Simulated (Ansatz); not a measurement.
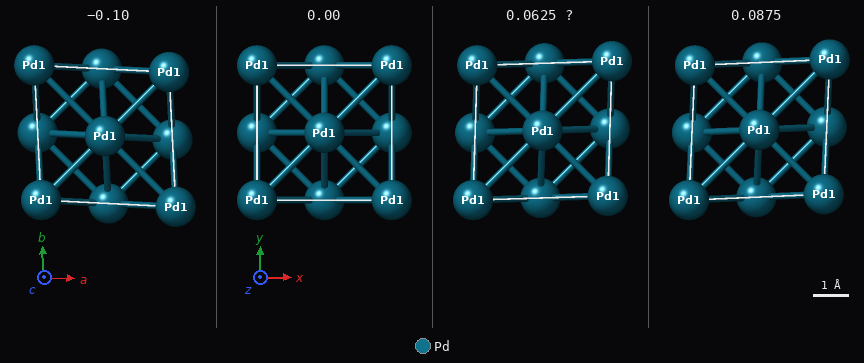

Solid Pd (Fm-3m): the cell is strained in shear in the xy plane, with the atoms kept at their fractional coordinates. x, y and z are the Cartesian axes of the input. The picture is a ball-and-stick view of the conventional cell (4 times the calculation's cell), seen along the c axis. Lengths and directions refer to the drawn axes.

Computed with Ansatz, DFT PBEsol, scalar-relativistic, plane waves, PAW. Settings: plane-wave cutoff 420 eV; k-point mesh 20 × 20 × 20; occupations gaussian; smearing width 0.15 eV; no spin polarisation. Energies (free energies at the smearing named) are counted from the cell as listed in its source, which wasn't relaxed.

```tsv
engineering shear strain	ΔE (meV/atom)
−0.1000	37.9
−0.0500	8.8
0.0000	0.0
0.0125	0.5
0.0250	2.2
0.0375	4.9
0.0625	?
0.0750	20.5
0.0875	28.4
```

> Estimate the missing energy from the other rows, and compare with the calculation.

A straight line between the two neighbours gives 15.3 meV/atom. A cubic through the four nearest rows (0.0250, 0.0375, 0.0750, 0.0875) gives, with Lagrange weights, (−0.2000)(2.2) + (0.5000)(4.9) + (1.0000)(20.5) + (−0.3000)(28.4) = 14.0 meV/atom. The calculation gives 14.0 meV/atom, so the cubic is right to the digits shown and the straight line 1.3 meV/atom too high, as the curve bends upwards here.

The whole profile:

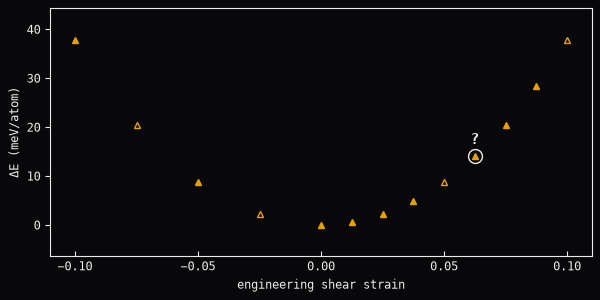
